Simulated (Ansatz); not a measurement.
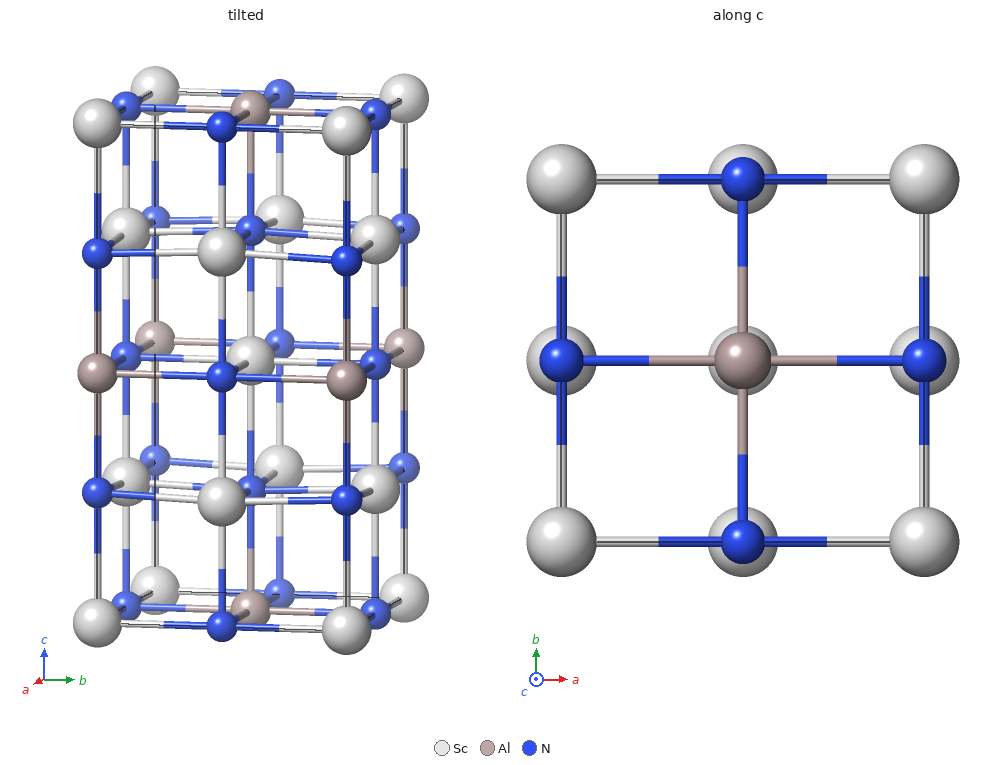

Crystal structure, ball-and-stick style, seen slightly off an axis and along the c axis. The edges of the conventional unit cell are marked. Cell: a = 4.45 Å, b = 4.45 Å, c = 8.77 Å, α = 90.00°, β = 90.00°, γ = 90.00°.

Origin of the cell: a structure type filled with these elements by a generator (whether the compound takes this form wasn't checked). Earlier steps of the study may have refined or changed the cell and positions. Ansatz was used for an electronic-structure calculation on it.

Q: Characterise what is shown.

A: The stoichiometry is Sc₃AlN₄. The structure has I4/mmm (No. 139) symmetry and a body-centred tetragonal lattice. One cell contains 6 Sc, 2 Al, 8 N, 16 atoms in all. Each Sc atom is coordinated by six N in an octahedral arrangement at about 2.2 to 2.3 Å. Al is linked to six N in an octahedral arrangement at about 2.1 to 2.2 Å. N takes two kinds of site: 4c with four Sc and two Al in an octahedral arrangement (about 2.2 Å to Sc, 2.2 Å to Al); 4e with five Sc and one Al in a distorted octahedral arrangement (about 2.2 to 2.3 Å to Sc, 2.1 Å to Al). The bonds build a three-dimensional framework.

Run with DFT PBE, scalar-relativistic, plane waves, PAW in Ansatz 0.2.0 and these settings: an energy cutoff of 420 eV, k-points about 0.17 Å⁻¹ apart, Gaussian smearing of 0.02 eV, no spin polarisation.

Q: What is the band gap, if any?

A: A semiconductor at this level, with a gap of 0.40 eV, direct.

Q: What does a Bader analysis give?

A: Sc +1.82 e; Al +2.39 e; N -2.00 to -1.93 e.

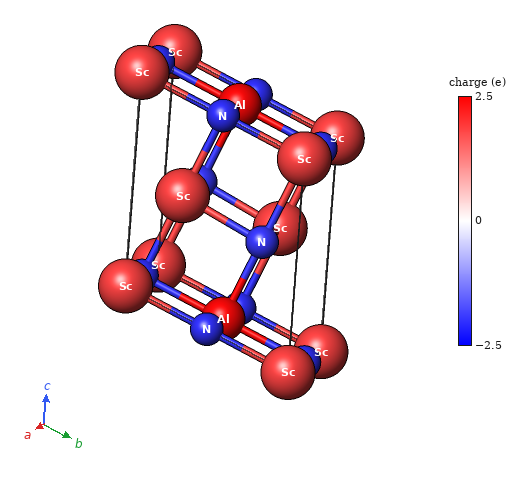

The atoms coloured by those charges. The run's cell of 8 atoms is drawn in a reduced setting, so axes and origin can differ from the first picture.

Q: Is this the optimised geometry for these settings?

A: Yes. All forces vanish to within 0.01 eV/Å. The pressure is 0.0 GPa, close to zero.
